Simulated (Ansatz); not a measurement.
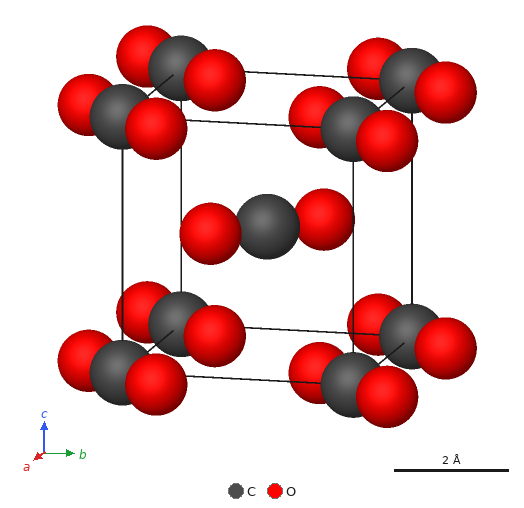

The image is a spheres-only drawing of a crystal, viewed slightly off an axis. One conventional unit cell is framed, with atoms on its boundary repeated. Finite groups of bonded atoms are drawn whole.

CO2, space group P4_2/mnm (No. 136), a = 4.193 Å, b = 4.193 Å, c = 4.605 Å, α = 90.00°, β = 90.00°, γ = 90.00°. The initial geometry was a structure listed in the Materials Project. Earlier steps of the study, as a rule a relaxation of our own, may have changed the cell and positions, so they can lie some per cent off the listed ones. Ansatz was used for an electronic-structure calculation on it.

This one geometry was computed with Ansatz (DFT, plane waves, PAW) at three levels of theory: PBE, HSE06 and r2SCAN.

**Which level gives the highest pressure at this volume, and what does that say about its equilibrium volume?**

Highest: PBE (4.9 GPa), which points to the largest equilibrium volume. Lowest, with the smallest volume: HSE06 (-0.2 GPa). Levels within 0.5 GPa of each other can't be told apart.

**How does the band gap change with the level of theory?**

PBE: a gap of 6.69 eV, indirect; r2SCAN: a gap of 7.28 eV, indirect; HSE06: a gap of 8.42 eV, indirect.

**Collect the results in a table.**

| level | cutoff (eV) | k-mesh of the run's cell | gap (eV) | pressure (GPa) |
| --- | --- | --- | --- | --- |
| PBE | 420 | 6×6×6 | 6.69 | 4.9 |
| HSE06 | 420 | 4×4×4 | 8.42 | -0.2 |
| r2SCAN | 500 | 6×6×6 | 7.28 | 0.6 |

Gaps are taken on the k-mesh or band path of each run.
